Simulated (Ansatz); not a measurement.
Geometry relaxation, with input and output: NiSi₂

NiSi₂ (Fm-3m, 3 atoms in the cell), computed with DFT r2SCAN, scalar-relativistic, plane waves, PAW, no spin polarisation (Ansatz 0.2.0).

The structure derives from a Materials Project entry.

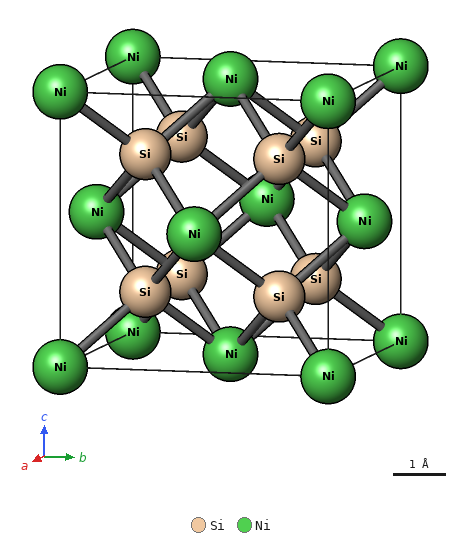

**Figure 1.** The starting structure (ball-and-stick view of the cell 4 times as large as that of the calculation, set on its symmetry axes, seen slightly off an axis). Near neighbours in the crystal (not all of them lie inside the picture): Si has 4 Ni at 2.33 Å; Ni has 8 Si at 2.33 Å.

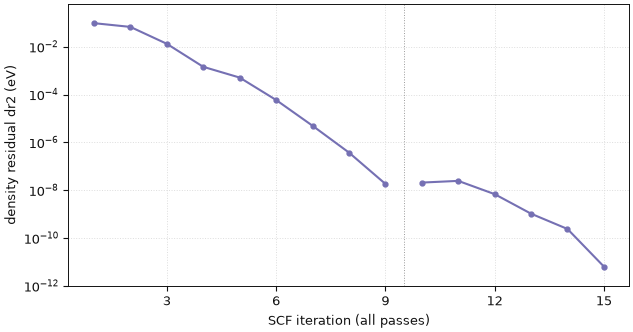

**Figure 2.** Convergence of the self-consistent field: density residual dr2 against the SCF iteration. The dotted lines part the SCF passes of the relaxation: geometry steps, rejected trials and re-solves on a re-selected basis. The passes take 9 and 6 iterations.

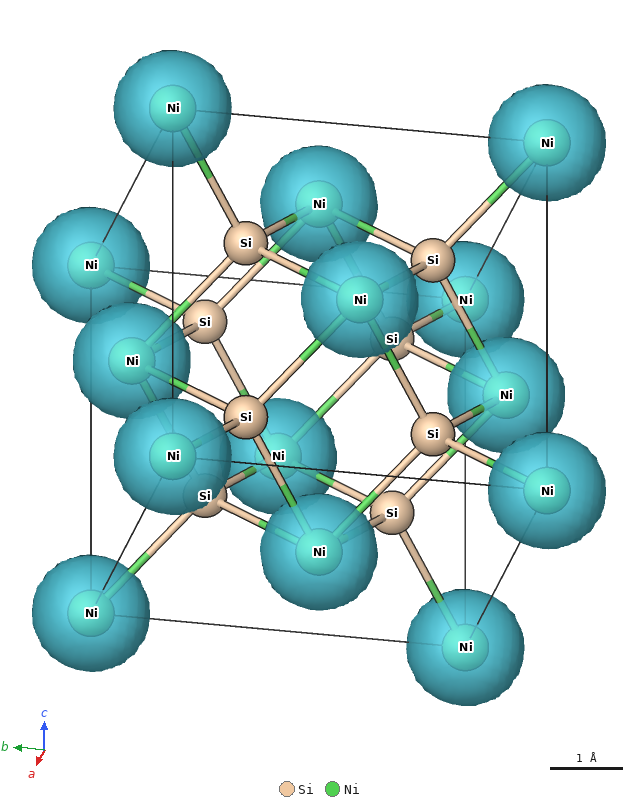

**Figure 3.** Isosurface of the valence charge density (pseudo) at 1 e/Å³ (cyan), seen at an oblique angle. Sticks mark near contacts. The outline is the cell set on symmetry axes. At this value the density breaks into separate islands; it holds about 55 % of the electrons treated as valence (semicore included). It is pinched off along the Si–Ni (2.33 Å) contacts. On the grid the lowest density along these lines, outside the cores, is 0.47 e/Å³ (Si–Ni, 2.33 Å). In a PAW calculation such maps are meaningful between the atoms, not at the nuclei.

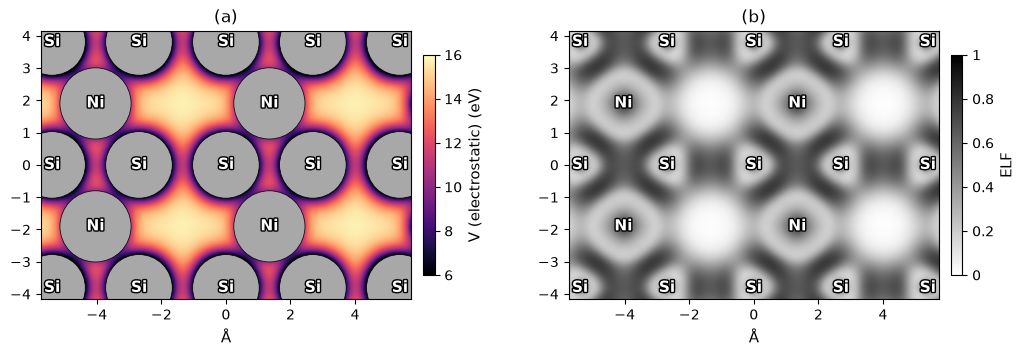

**Figure 4.** (a) electrostatic potential (local pseudopotential plus Hartree) felt by an electron; (b) ELF on the (101) plane of the conventional cell. Grey discs, where drawn, cover atomic cores. Atoms in the plane: Si and Ni. Si–Ni (2.33 Å): the ELF is about 0.55 at the midpoint. The strong features right at Ni lie inside the PAW spheres (semicore, d or f shells) and say nothing about bonding. Outside the cores the potential energy rises away from the atoms and is highest about 2.3 Å from the nearest atoms; outside the discs it spans about 10 eV, and its zero is arbitrary.

These pictures come from the run below.

**Input**
```yaml
crystal:
  lattice:
    - [0.0, 2.69315504, 2.69315504]
    - [2.69315504, 0.0, 2.69315504]
    - [2.69315504, 2.69315504, 0.0]
  atoms:
    - { symbol: Si, position: [0.25, 0.25, 0.25] }
    - { symbol: Si, position: [0.75, 0.75, 0.75] }
    - { symbol: Ni, position: [0.0, 0.0, 0.0] }
basis:
  ecutwfc: 500
kpoints:
  mp_grid: { grid: [14, 14, 14] }
hamiltonian:
  xc: r2scan
scf:
  occupations: { method: gaussian, width: 0.1 }
output:
  forces: true
  stress: true
  eigenvalues: true
  write_density: true
  write_potential: true
  elf: true
  volumetric_format: npy
relax:
  adjacent_minimum: "off"
  f_tol: 0.005
  max_steps: 80
  cell: { stress_tol: 0.05 }
```

Launch command:
```bash
ansatz run input.yaml --threads 8 --pin off --max-ram 20480MiB --backend cpu --events-out ev --progress --plain --runs-dir out
```

**The program's output**
```
Engine: ansatz 0.2.0, x86_64-unknown-linux-gnu
Pseudopotentials: kind: paw
Pseudopotential: Si, paw, valence charge 4, recommended cutoff 500 eV (meta_gga), Si.paw.azcp
Pseudopotential: Ni, paw, valence charge 18, recommended cutoff 500 eV (meta_gga), Ni.paw.azcp
Functional definition: r2SCAN
  parameter k0 = 0.174
  parameter k1 = 0.065
  parameter a1 = 4.9479
  exchange = r2scan_x(k0 = k0, k1 = k1, a1 = a1)
  correlation = r2scan_c
Crystal: 3 atoms, lattice volume = 39.067 Å³
Basis set: ecut = 500 eV, 965 PW (Γ), exchange–correlation on 120×120×120 points (64 copies of the dense FFT grid, shifted against one another)
Bands: 17, of which v1, the nominal top of the filled ones, is band 13 counted from 1 (12 counted from 0)
Symmetry: 48 space group operations
Space group: Fm-3m (ITA 225), of the structure as read, at distance tolerance 3.4e-5 Å
k-points: 104 of 2744
Non-local potential: Si, projectors of the file, l = 0: 2, l = 1: 2, l = 2: 2
Non-local potential: Ni, projectors of the file, l = 0: 3, l = 1: 2, l = 2: 3, l = 3: 1
PAW form: soft (Blöchl's): semilocal exchange-correlation on the pseudo side does not see the compensation charge
PAW frozen core: Si, regenerated for the run's functional (the file was generated under x = pbe(κ = 0.804, μ = 0.2195149727645171), c = pbe(β = 0.06672455060314922))
PAW frozen core: Ni, regenerated for the run's functional (the file was generated under x = pbe(κ = 0.804, μ = 0.2195149727645171), c = pbe(β = 0.06672455060314922))
PAW one-centre angular grid: Si, 302 points (default); XC on 160 Gauss nodes
PAW one-centre angular grid: Ni, 590 points (default); XC on 160 Gauss nodes
Initial density: superposition of atomic densities (neutral atoms: chi_scale 0, normalization atom), corrected by the library's trained network
Initial wavefunctions: pseudopotential atomic-orbital guess
Functional: x = r2scan, c = r2scan; τ floored in thin density (d = 2e-4 eV/Å³)
SCF iter   1: F=—  HF=-7124.408303 eV  |F-HF|=—  |Δ(HF+E_count)|=         —  Δρ=1.54e-2  dr2=9.62e-2  dr2_τ=7.10e-2  ethr=1.77e-3  ⟨swp⟩=5.3  Hψ=9237  notcnv=0
preconditioner: auto → Kerker (q_TF=auto, 2.549 Å⁻¹)  [metal: Δε(μ)=0.014 eV  Ē_g=8.925 eV  σ=0.100 eV  W_gap=0.08  n_scr=14 (ndim 8)  ℏωp=25.2 eV  f_vac=0.000  D(μ)=0.87/eV (n_scr^D=0)]
SCF iter   2: F=—  HF=-7124.488294 eV  |F-HF|=—  |Δ(HF+E_count)|=   8.00e-2  Δρ=1.79e-2  dr2=6.71e-2  dr2_τ=5.21e-4  ethr=3.70e-4  ⟨swp⟩=2.3  Hψ=4012  notcnv=0  defer=10
SCF iter   3: F=—  HF=-7124.479445 eV  |F-HF|=—  |Δ(HF+E_count)|=   8.85e-3  Δρ=5.29e-3  dr2=1.32e-2  dr2_τ=2.54e-5  ethr=2.58e-4  ⟨swp⟩=2.0  Hψ=2731  notcnv=0  defer=10
SCF iter   4: F=—  HF=-7124.477865 eV  |F-HF|=—  |Δ(HF+E_count)|=   1.58e-3  Δρ=2.47e-3  dr2=1.44e-3  dr2_τ=9.58e-6  ethr=5.09e-5  ⟨swp⟩=1.6  Hψ=2223  notcnv=0  defer=10
SCF iter   5: F=—  HF=-7124.477863 eV  |F-HF|=—  |Δ(HF+E_count)|=   2.29e-6  Δρ=1.41e-3  dr2=5.11e-4  dr2_τ=8.74e-6  ethr=5.53e-6  ⟨swp⟩=1.9  Hψ=2692  notcnv=0  defer=10
SCF iter   6: F=—  HF=-7124.477829 eV  |F-HF|=—  |Δ(HF+E_count)|=   3.38e-5  Δρ=4.99e-4  dr2=5.92e-5  dr2_τ=2.08e-7  ethr=1.97e-6  ⟨swp⟩=2.5  Hψ=2462  notcnv=0  defer=10
SCF iter   7: F=—  HF=-7124.477826 eV  |F-HF|=—  |Δ(HF+E_count)|=   2.90e-6  Δρ=1.32e-4  dr2=4.96e-6  dr2_τ=4.09e-8  ethr=2.28e-7  ⟨swp⟩=1.1  Hψ=1903  notcnv=0  defer=10
SCF iter   8: F=—  HF=-7124.477826 eV  |F-HF|=—  |Δ(HF+E_count)|=   3.08e-7  Δρ=2.90e-5  dr2=3.75e-7  dr2_τ=3.92e-9  ethr=1.91e-8  ⟨swp⟩=2.7  Hψ=3176  notcnv=0  defer=10
SCF iter   9: F=-7124.477826 eV  HF=-7124.477826 eV  |F-HF|=5.39e-9  |Δ(HF+E_count)|=   9.52e-9  Δρ=9.41e-6  dr2=1.84e-8  dr2_τ=1.12e-10  ethr=3.85e-10  ⟨swp⟩=8.9  Hψ=11570  notcnv=0
SCF 1 converged in 9 iterations: F = -7124.477826 eV  dr2 = 1.84e-8
  greatest PAW one-centre occupation: 1.000 electrons in one spin orbital (limit 2), on the Ni atom at site 2 (counted from 0), in its partial waves of l = 1
relax step   1: F+E_penalty+E_count = -7124.47782624 eV  Δ(F+E_penalty+E_count) = +0.000e0 eV  max|allowed force component| = 2.390e-17 eV/Å  Δτ_max = 0.0000 Å  P = -0.012 GPa  Ω = 39.067 Å³  (9 SCF iters, dr2 threshold 1.00e-7 eV, accepted)
Initial density: handed on by an earlier stage of this run
Initial wavefunctions: pseudopotential atomic-orbital guess (no wavefunctions were taken with the density)
iter 1 solved again at ethr=5.29e-7 eV; its pass at ethr=3.10e-3 eV (dr2=1.37e-4 eV) is discarded
SCF iter   1: F=—  HF=-7124.477826 eV  |F-HF|=—  |Δ(HF+E_count)|=         —  Δρ=1.02e-5  dr2=2.08e-8  dr2_τ=8.55e-11  ethr=5.29e-7  ⟨swp⟩=3.0  Hψ=14001  notcnv=0
eigensolver tolerance schedule: the retry pair's looser diagonalisation over-reported the residual by 6617.65 of it (diagonalisation noise at an unbounded share of the residual, at the tolerance the schedule requests for it); recorded, not acted on — ethr = c·dr2/N_el stays at c = 1.0e-1
preconditioner: auto → Kerker (q_TF=auto, 2.549 Å⁻¹)  [metal: Δε(μ)=0.039 eV  Ē_g=8.844 eV  σ=0.100 eV  W_gap=0.21  n_scr=14 (ndim 8)  ℏωp=25.2 eV  f_vac=0.002  D(μ)=0.90/eV (n_scr^D=8)]
SCF iter   2: F=—  HF=-7124.477826 eV  |F-HF|=—  |Δ(HF+E_count)|=   1.86e-7  Δρ=9.05e-6  dr2=2.45e-8  dr2_τ=3.08e-10  ethr=7.99e-11  ⟨swp⟩=3.0  Hψ=3878  notcnv=0
SCF iter   3: F=—  HF=-7124.477826 eV  |F-HF|=—  |Δ(HF+E_count)|=   2.22e-9  Δρ=5.40e-6  dr2=6.84e-9  dr2_τ=6.54e-11  ethr=7.99e-11  ⟨swp⟩=2.1  Hψ=2419  notcnv=0
SCF iter   4: F=—  HF=-7124.477826 eV  |F-HF|=—  |Δ(HF+E_count)|=  2.58e-10  Δρ=2.06e-6  dr2=1.04e-9  dr2_τ=1.49e-11  ethr=2.63e-11  ⟨swp⟩=1.0  Hψ=1768  notcnv=0
SCF iter   5: F=—  HF=-7124.477826 eV  |F-HF|=—  |Δ(HF+E_count)|=  2.73e-11  Δρ=8.66e-7  dr2=2.39e-10  dr2_τ=1.13e-12  ethr=4.00e-12  ⟨swp⟩=2.5  Hψ=2898  notcnv=0
SCF iter   6: F=-7124.477826 eV  HF=-7124.477826 eV  |F-HF|=2.73e-12  |Δ(HF+E_count)|=  1.73e-11  Δρ=9.69e-8  dr2=6.40e-12  dr2_τ=8.51e-14  ethr=1.00e-12  ⟨swp⟩=5.0  Hψ=8920  notcnv=0
SCF 2 converged in 6 iterations: F = -7124.477826 eV  dr2 = 6.40e-12
relax step   2: F+E_penalty+E_count = -7124.47782625 eV  Δ(F+E_penalty+E_count) = -7.584e-9 eV  max|allowed force component| = 3.547e-17 eV/Å  Δτ_max = 0.0000 Å  P = -0.013 GPa  Ω = 39.067 Å³  stress off target by 1.29e-2 GPa  SCF on the basis re-selected at this cell (its energy is not comparable with the rows above)  (6 SCF iters)
basis re-selected at this cell: Δ(F+E_penalty+E_count) = -7.584e-9 eV, ΔP = -0.001 GPa vs the last step (what re-selecting the basis moved, of the pressure what is left beyond the Pulay correction that the steps carried, after the strain that the cell walked since its last selection, with what the two solves' SCF thresholds leave and, on support functions, any second-order correction that the steps lacked; it is no measure of the basis error at this ecutwfc). This SCF's stress stands 1.29e-2 GPa from its target on what of the cell is left free (relax.cell.stress_tol is 5.00e-2 GPa) and its largest allowed force component is 3.55e-17 eV/Å (relax.f_tol is 5.00e-3 eV/Å): within both
SCF converged after 6 iterations
Free energy (F): -7124.477826 eV
Harris-Foulkes:  -7124.477826 eV  (|F-HF|=2.73e-12)
Internal energy: -7124.473338 eV  (E = F + TS)
E sigma→0 (E₀):  -7124.475582 eV
Entropy (-TS):   -0.004488 eV (-1.496 meV/atom)
Fermi energy:    13.555101 eV
--- Per-component energies (eV) ---
  E_band       = -366.805129
  E_kinetic    = 371.139761
  E_local      = -4898.017418  (includes V_loc(G=0)·N_el)
  E_nonlocal   = 681.317921
  E_hartree    = 2123.647711
  E_xc         = -186.212995
  E_vxc        = -224.088179  (∫ρ·V_xc dr)
  E_paw        = -2678.806128  (= ΣΔE_a)
  E_vpaw       = -558.019367  (= ΣTr[D̂ρ^β])
  E_aug_tail   = 0.000273  (compensation charges beyond the density's cutoff)
  E_vtau       = 13.566553  (kinetic-family band-sum trace: ∫τ·v_τ [+ j·A + Jᵃ·Aᵃ] dr)
  E_ewald      = -2537.089529
  E_core_change = -0.452935  (= ΣΔE_core)
  E_smearing   = -0.004488  (= −TS)
  E_closure    = 0.000000  (closes the sum)
  Σ components = -7124.477826   (vs F -7124.477826, Δ=0.00e0)
--- Forces (eV/Å), atoms counted from 1 ---
  atom   1  Si     0.00000000     0.00000000    -0.00000000
  atom   2  Si    -0.00000000     0.00000000    -0.00000000
  atom   3  Ni    -0.00000000     0.00000000     0.00000000
  max |Σ_I F_I| component: 7.40e-17 eV/Å
--- Stress (GPa, compression-positive) ---
       -0.012880      -0.000000      -0.000000
        0.000000      -0.012880       0.000000
       -0.000000      -0.000000      -0.012880
  P = ⅓ Tr σ = -0.0129 GPa (-0.129 kbar)
--- Band table (eV; the first three rows and the last of 104) ---
  k-point 0: bands = ["-94.9414", "-53.8577", "-53.8577", "-53.8577", "-1.2645", "7.9042", "7.9042", "7.9042", "9.6715", "9.6715", "13.6159", "15.2577", "15.2577", "15.2577", "15.7324", "15.7324", "15.7324"]
  k-point 1: bands = ["-94.9414", "-53.8577", "-53.8577", "-53.8577", "-1.1840", "7.7472", "7.9304", "7.9304", "9.6563", "9.6563", "13.3797", "14.4166", "14.7783", "14.7783", "16.2213", "16.2213", "16.8958"]
  k-point 2: bands = ["-94.9414", "-53.8579", "-53.8577", "-53.8577", "-0.9434", "7.2934", "8.0039", "8.0039", "9.6206", "9.6206", "12.3500", "14.1564", "14.1564", "14.4152", "16.5747", "16.5747", "17.8555"]
  k-point 103: bands = ["-94.9414", "-53.8586", "-53.8584", "-53.8581", "3.7643", "4.3050", "5.6790", "6.4678", "9.4075", "9.5632", "9.6671", "10.0364", "10.7915", "15.1663", "16.6411", "17.7584", "19.7363"]
--- Relaxed structure (1 steps of the walk, 1 accepted, 1 SCFs on fresh bases) ---
  F+E_penalty+E_count = -7124.47782625 eV   max|allowed force component| = 3.547e-17 eV/Å   (the final SCF, on the basis selected at the relaxed cell)
  cell:  # Å, volume = 39.0674 Å³
    - [0.0, 2.69315504, 2.69315504]
    - [2.69315504, 0.0, 2.69315504]
    - [2.69315504, 2.69315504, 0.0]
  atoms:
    - { symbol: Si, position: [0.24999999999999997, 0.24999999999999997, 0.24999999999999997] }
    - { symbol: Si, position: [0.7499999999999999, 0.7499999999999999, 0.7499999999999999] }
    - { symbol: Ni, position: [0.0, 0.0, 0.0] }
```

**Trajectory as extended XYZ (Å, eV, eV/Å), 2 frames, from step=1 to step=2**
```
3
Lattice="0.0000 2.6932 2.6932 2.6932 0.0000 2.6932 2.6932 2.6932 0.0000" Properties=species:S:1:pos:R:3:forces:R:3 step=1 energy=-7124.47783 pressure_GPa=-0.01
Si    1.3466    1.3466    1.3466    0.0000   0.0000   0.0000
Si    4.0397    4.0397    4.0397    0.0000   0.0000   0.0000
Ni    0.0000    0.0000    0.0000    0.0000   0.0000   0.0000
3
Lattice="0.0000 2.6932 2.6932 2.6932 0.0000 2.6932 2.6932 2.6932 0.0000" Properties=species:S:1:pos:R:3:forces:R:3 step=2 energy=-7124.47783 pressure_GPa=-0.01
Si    1.3466    1.3466    1.3466    0.0000   0.0000   0.0000
Si    4.0397    4.0397    4.0397    0.0000   0.0000   0.0000
Ni    0.0000    0.0000    0.0000    0.0000   0.0000   0.0000
```

**Summary**

| quantity | value |
| --- | --- |
| outcome | converged |
| space group (tolerance 0.01 Å) | Fm-3m (225) |
| electrons treated | 26 |
| free energy | −7124.4778 eV |
| Fermi energy | 13.555 eV |
| gap on the k-point mesh | none (metallic) |
| pressure | −0.01 GPa |
| final volume | 39.07 Å³ |
| largest force (length of the vector) at the end | under 0.001 eV/Å |
| final cell | a = 3.809 Å, b = 3.809 Å, c = 3.809 Å, α = 60.00°, β = 60.00°, γ = 60.00° |
| hardware | 8 threads of Intel Xeon @ 2.10GHz (Emerald Rapids), 189 GiB of memory available, shared host |
| wall time | 6.6 s (CPU time 26 s) |
| peak memory | 0.59 GiB |

**Remarks**

The run has no spin polarisation, so a magnetic state may lie lower.
